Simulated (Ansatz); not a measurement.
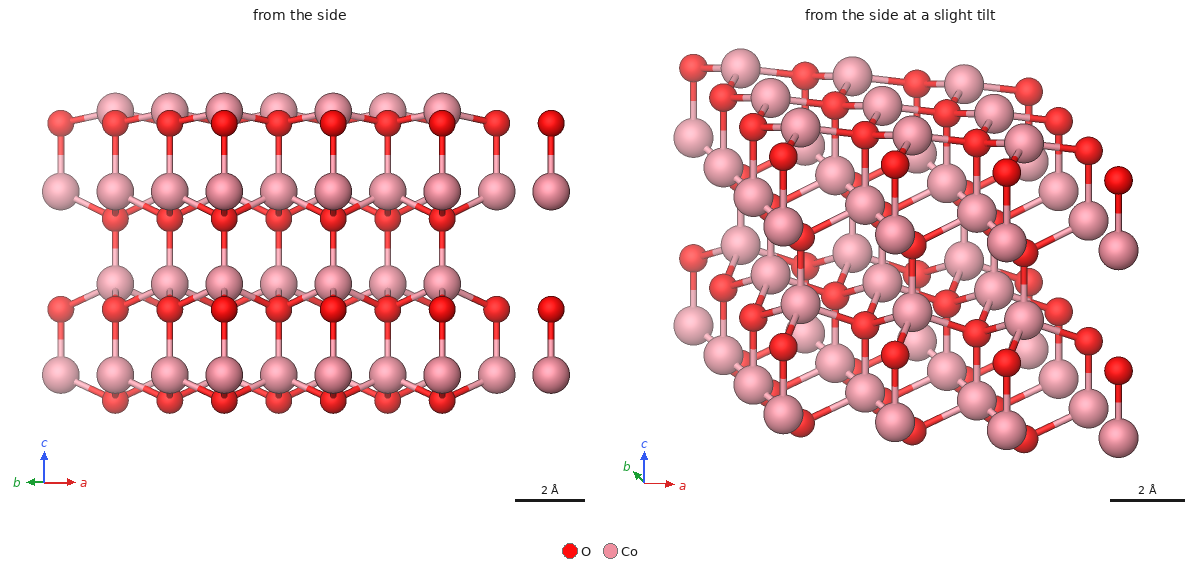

A ball-and-stick picture of a periodic slab, seen from the side and from the side at a slight tilt. The surface normal points up in side views; the vacuum is left out. 3×3 cells are drawn in the plane, with atoms at the edges repeated.

The cell holds 4 Co, 4 O. The slab was cut from bulk CoO (P6_3mc).

**What is its extent along the surface normal?**

About 8 Å from the lowest to the highest atom.

**Name the atomic layers in order from the top face down.**

Seven planes: CoO / Co / O / Co / O / Co / O.

**Index the surface.**

(0 0 1).

Source of the structure: a structure listed in the Materials Project, from which a slab was cut. The atoms were relaxed in a fixed cell with DFT PBE, scalar-relativistic, plane waves, PAW (Ansatz), but for four held in place.

At this level of theory the run's own cell isn't at rest (forces up to 1.8 eV/Å), so its distances can differ from those at equilibrium, the more so the softer the solid.
